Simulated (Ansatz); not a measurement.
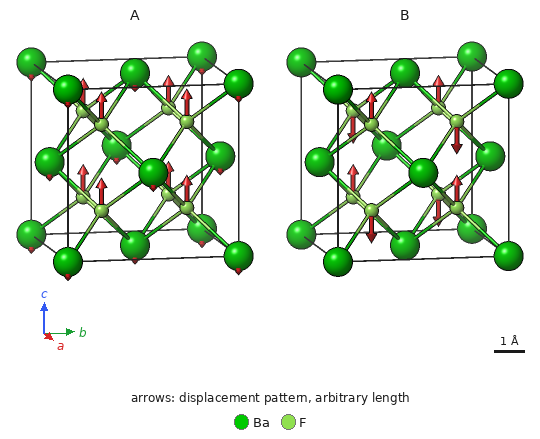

Modes of solid BaF₂ relaxed at 16 GPa, space group Fm-3m (No. 225), at the zone centre (one member of each degenerate set). The red arrows give the relative displacements of the atoms. A ball-and-stick model of the conventional cell (4 times the calculation's cell), seen slightly off an axis. Lengths and directions refer to the drawn axes.

Theory: DFT PBE, scalar-relativistic, plane waves, PAW in Ansatz 0.2.0.

Frequencies are those without the non-analytic (LO–TO) term.

Question: Which are infrared-active and which Raman-active?

Answer: A is T₁u, infrared-active by symmetry (258 cm⁻¹). B is T₂g, Raman-active by symmetry (310 cm⁻¹). The crystal has a centre of inversion, so no mode is both.
